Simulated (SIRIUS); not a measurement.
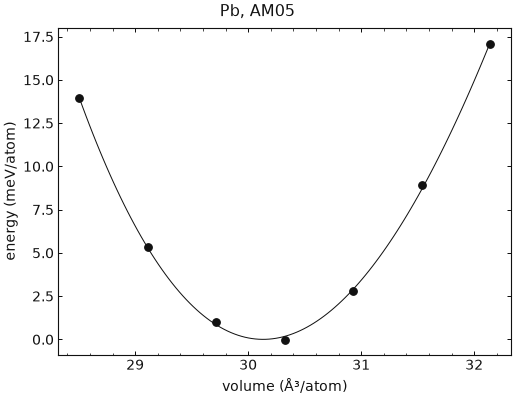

Plotted: energy against volume for Pb, space group Fm-3m (No. 225).

Cell as given: a = 3.500 Å, b = 3.500 Å, c = 3.500 Å, α = 60.00°, β = 60.00°, γ = 60.00°; 1 atom.

Method: all-electron LAPW DFT, no spin polarisation; energies at scaled volumes of the given cell, shape and fractions fixed, counted from the fit's minimum, third-order Birch-Murnaghan fit (SIRIUS 7.12.0). Level: AM05.

- k mesh: 9×9×9
- occupations: Fermi–Dirac
- smearing width: 0.05 eV
- potentials: all electron FP LAPW
- program settings: basis apw+lo standard, gk cutoff 3.4 1/bohr, pw cutoff 20 1/bohr

The numbers behind the figure:

| volume (Å³/atom) | energy (meV/atom) |
| --- | --- |
| 28.50 | 13.98 |
| 29.11 | 5.33 |
| 29.72 | 1.02 |
| 30.32 | −0.03 |
| 30.93 | 2.77 |
| 31.54 | 8.95 |
| 32.14 | 17.06 |

Caveats: spin-orbit coupling left out, heavy elements.
